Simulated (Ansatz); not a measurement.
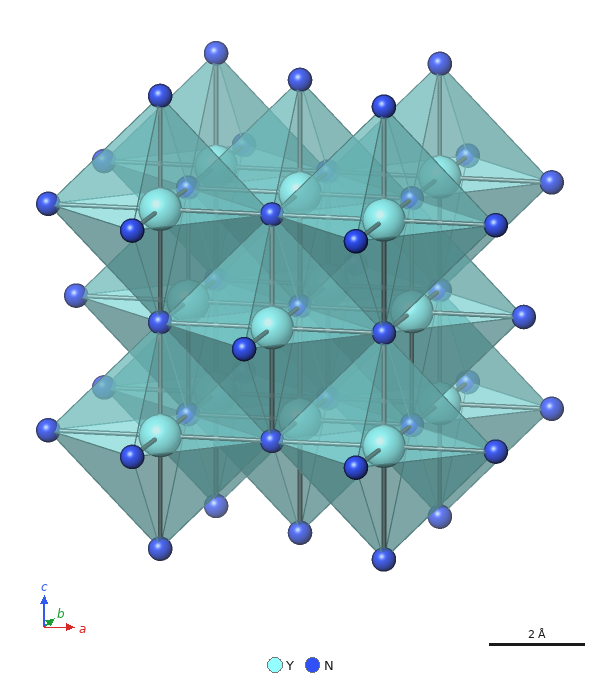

Reference structure: crystalline YN (built on the rocksalt type) at its r2SCAN-relaxed geometry. The picture is a polyhedral view of the conventional cell (4 times the calculation's cell), seen slightly off an axis. Lengths and directions refer to the drawn axes.

Level of theory: DFT, PBE, plane waves, PAW (Ansatz 0.2.0). (plane-wave cutoff 420 eV; k-point mesh 10 × 10 × 10; occupations fermi dirac; smearing width 0.02 eV; no spin polarisation)

Now this is done to it. The cell is strained by +2.2 % along c and −4.0 % across it (volume −5.8 %). The atoms and the free axis were relaxed with r2SCAN under that strain, and this is a single point on that geometry.

What does the calculation give for the changed structure?

Answer. Near-neighbour distances before and after: N–Y 2.448 → 2.350 to 2.503 Å. The space group (tolerance 0.01 Å) goes from Fm-3m (No. 225) to I4/mmm (No. 139). It costs 67.9 meV per atom. Pressure: 1.0 GPa before, 13.6 GPa after. The principal stresses (compression positive) are 1.0 GPa along c and 19.9 GPa across it. All forces vanish by symmetry.

The changed structure in the same view:

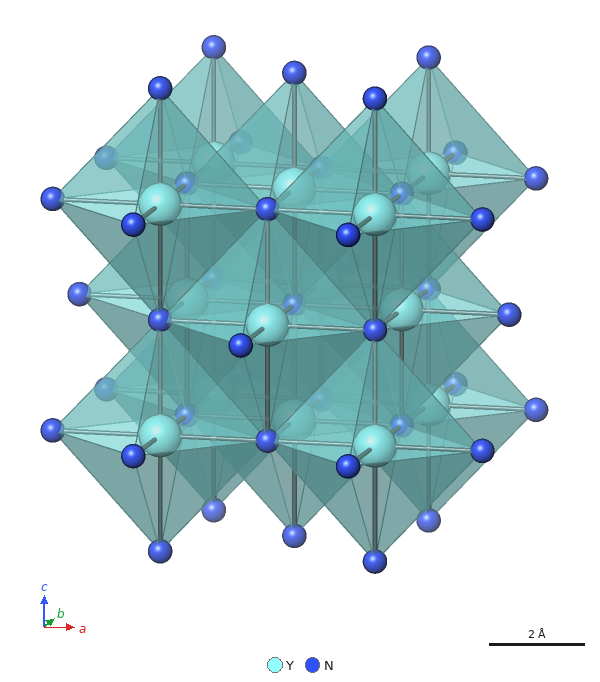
